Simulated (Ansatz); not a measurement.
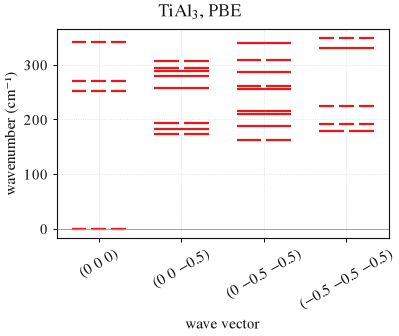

Figure. Phonon frequencies at several wave vectors (in fractions of the reciprocal vectors of the given cell) for TiAl₃, space group Pm-3m (No. 221). Imaginary frequencies are drawn as negative.

No frequency is imaginary, so the structure is stable to these displacements at the wave vectors computed. The highest mode among the wave vectors computed lies at 347.8 cm⁻¹, at (−0.5 −0.5 −0.5).

Method: harmonic phonon frequencies at the irreducible points of a q mesh with atoms at rest in the given cell, q in fractions of the reciprocal cell vectors, no long-range term at q = 0, imaginary frequencies are negative, the first points where there are many; plane waves with PAW datasets (Ansatz 0.2.0). Level: PBE, no spin polarisation.

- wave cutoff: 420 eV
- k mesh: 12×12×12
- occupations: Fermi–Dirac
- smearing width: 0.15 eV
- pressure: 0 GPa
- phonon method: linear response
- q mesh: 2×2×2

Starting cell:
```
CELL_PARAMETERS angstrom
3.98237 0.00000 0.00000
0.00000 3.98237 0.00000
0.00000 0.00000 3.98237
ATOMIC_POSITIONS crystal
Ti 0.00000 0.00000 0.00000
Al 0.50000 0.50000 0.00000
Al 0.50000 0.00000 0.50000
Al 0.00000 0.50000 0.50000
```

Caveats: metal sensitive to the k mesh.

Input file:
```
crystal:
  lattice:
    - [3.9823729231, 0.0, 0.0]
    - [0.0, 3.9823729231, 0.0]
    - [0.0, 0.0, 3.9823729231]
  atoms:
    - { symbol: Ti, position: [0.0, 0.0, 0.0] }
    - { symbol: Al, position: [0.5, 0.5, 0.0] }
    - { symbol: Al, position: [0.5, 0.0, 0.5] }
    - { symbol: Al, position: [0.0, 0.5, 0.5] }
basis:
  ecutwfc: 420
kpoints:
  mp_grid: { grid: [12, 12, 12] }
hamiltonian:
  xc: pbe
scf:
  occupations: { method: fermi_dirac, width: 0.15 }
output:
  eigenvalues: true
phonons:
  method: dfpt
  eigenvectors: true
  qmesh: [2, 2, 2]
  temperatures: { t_max: 1000, t_step: 100 }
  qpath:
    path:
      - [[0.0, 0.0, 0.0], [0.0, 0.5, 0.0], [0.5, 0.5, 0.0], [0.0, 0.0, 0.0], [0.5, 0.5, 0.5], [0.0, 0.5, 0.0]]
      - [[0.5, 0.5, 0.5], [0.5, 0.5, 0.0]]
    npoints: 8
```

Run as:
```bash
ansatz run input.yaml --threads 1 --pin off --max-ram 2560MiB --backend cpu --events-out ev --progress --plain --runs-dir out
```
